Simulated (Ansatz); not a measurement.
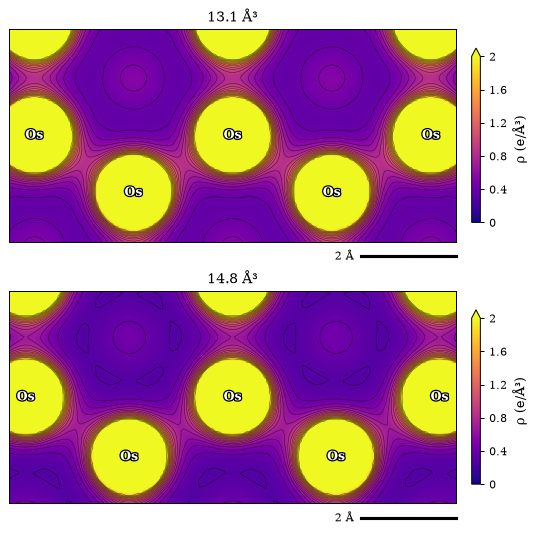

Os. The valence pseudo-density of cells scaled evenly to different volumes (given per atom above each panel), on the (001) plane of each (indices in the axes of the cell below), at one length scale and on one colour scale.

A generated structure, not necessarily the stable one; computed without spin polarisation.

Level of theory: DFT, RPBE, plane waves (420 eV) with PAW, scalar-relativistic (Ansatz).

In a PAW calculation such maps are meaningful between the atoms, not at the nuclei.

The largest cell:

```xyz
3
Lattice="4.3382 0.0000 0.0000 -2.1691 3.7570 0.0000 0.0000 0.0000 2.7318" Properties=species:S:1:pos:R:3 pbc="T T T"
Os    0.0000    0.0000    0.0000
Os    0.0000    2.5047    1.3659
Os    2.1691    1.2523    1.3659
```

| volume (Å³/atom) | Os–Os contact in the plane (Å) | ρ at its midpoint (e/Å³) | 
| --- | --- | --- |
| 13.06 | 2.400 | 0.842 | 
| 14.25 | 2.471 | ? | 
| 14.84 | 2.505 | 0.701 | 

**What values belong in the row with question marks?**

Over the known rows ln ρ falls by 1.75 per Å of Os–Os distance (the line through the two), which gives 0.744 e/Å³ at 2.471 Å; the calculation gives 0.744 e/Å³.
